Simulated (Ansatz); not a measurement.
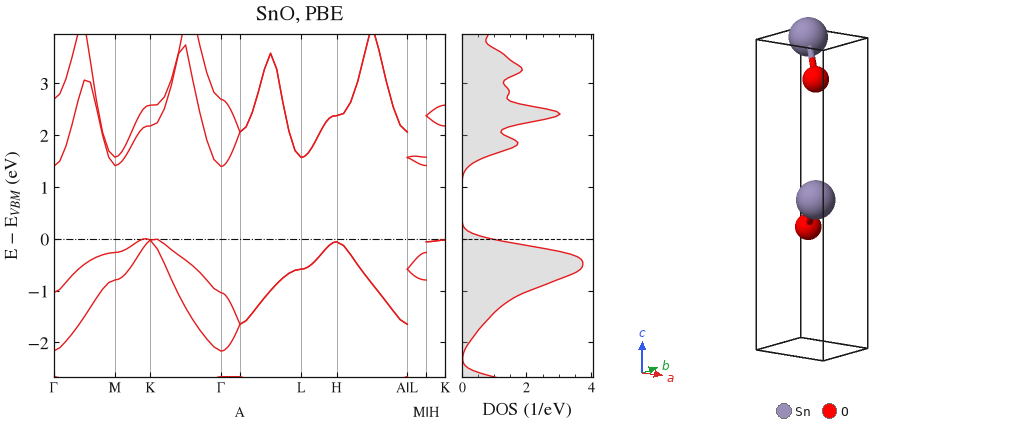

Write a caption that states what the plot shows.

Band structure and density of states of SnO, space group P6_3mc, 4 atoms in the cell, wurtzite type, beside the structure. Method: DFT, PBE, plane waves, PAW, no spin polarisation, 12×12×4 k mesh, 420 eV cutoff, Fermi-Dirac smearing of 0.02 eV (Ansatz 0.2.0). Energies are counted from the top of the valence band. The curve is built from the levels of the k mesh with Gaussians 0.3 eV wide, which also blur the band edges.

A semiconductor. The gap along this path is 1.39 eV and indirect, from the valence-band top between M and K to the conduction-band bottom at Γ; the smallest direct gap is 1.68 eV, at M. The direct gaps are 1.68 eV at M, 2.20 eV at K and 2.44 eV at Γ. Within the window shown, the tallest peak of the filled states lies 0.5 eV under the valence-band top, at about 3.8 states per eV and cell.

The atoms aren't at rest in this cell (largest force 0.4 eV/Å), so the relaxed material can differ.
